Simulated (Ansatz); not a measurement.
```cif
data_structure
_symmetry_space_group_name_H-M 'P 1'
_symmetry_Int_Tables_number 1
_cell_length_a 4.0715
_cell_length_b 5.0300
_cell_length_c 4.4829
_cell_angle_alpha 90.000
_cell_angle_beta 90.000
_cell_angle_gamma 90.000
_cell_volume 91.81
loop_
_atom_site_label
_atom_site_type_symbol
_atom_site_fract_x
_atom_site_fract_y
_atom_site_fract_z
_atom_site_occupancy
Si1 Si 0.00000 0.65189 0.75000 1
Si2 Si 0.00000 0.34811 0.25000 1
Si3 Si 0.50000 0.15189 0.75000 1
Si4 Si 0.50000 0.84811 0.25000 1
O1 O 0.76881 0.38207 0.91961 1
O2 O 0.76881 0.61793 0.41961 1
O3 O 0.26881 0.11793 0.08039 1
O4 O 0.26881 0.88207 0.58039 1
O5 O 0.23119 0.38207 0.58039 1
O6 O 0.23119 0.61793 0.08039 1
O7 O 0.73119 0.88207 0.91961 1
O8 O 0.73119 0.11793 0.41961 1
```

Space group Pbcn; a structure from a database of computed crystals, not necessarily the ambient phase; started from the polar orthorhombic host prototype, which need not be the ambient phase.

These are results of Ansatz, DFT, r2SCAN, plane waves, PAW, not measurements.

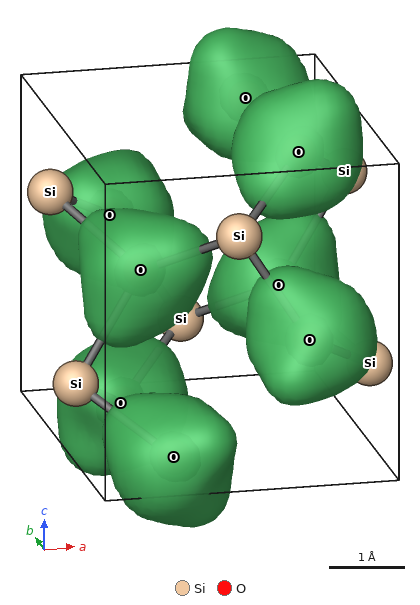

SiO2. Isosurface of the ELF at 0.65 (green), seen at an oblique angle. Core shells and regions of very low density are left out. Sticks mark near contacts.

### What do the ELF domains correspond to?

The ELF exceeds this value in eight regions on O in which the atom's valence shell and bonds are merged, counted in one cell of 12 atoms. Regions shared between cells count once.

Values along the shortest contacts:
Si–O (1.76 Å): the ELF peaks at about 0.85 between the atoms. Si–O (1.82 Å): the ELF peaks at about 0.85 between the atoms.

### Does the calculation make it a metal, or give it a gap?

It is gapped, with a Kohn–Sham gap of 6.8 eV on the k-point mesh, an upper bound to the gap of this method.
